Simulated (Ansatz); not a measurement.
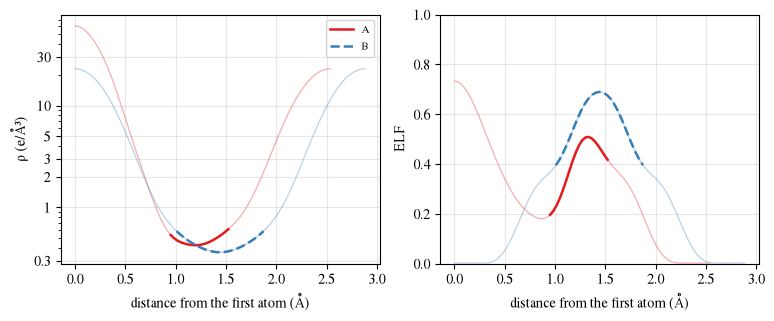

*NiSb$_{2}$. Valence pseudo-density and electron localisation function along straight lines between neighbouring atoms. Thin, pale parts lie inside the atomic spheres.*

Space group Pnnm; computed without spin polarisation.

Level of theory: Ansatz 0.2.0, DFT PBEsol, scalar-relativistic, plane waves, PAW.

The density is the valence pseudo-density of a PAW calculation; it isn't the true density close to the nuclei.

### Which curve belongs to which contact (Ni–Sb and Sb–Sb)? The first atom named is at distance zero.

Curve A: Ni–Sb (2.54 Å): ρ is about 0.43 e/Å³ halfway; the ELF reaches about 0.50 near the midpoint. Curve B: Sb–Sb (2.88 Å): ρ is about 0.36 e/Å³ halfway; the ELF peaks at about 0.70 between the atoms.
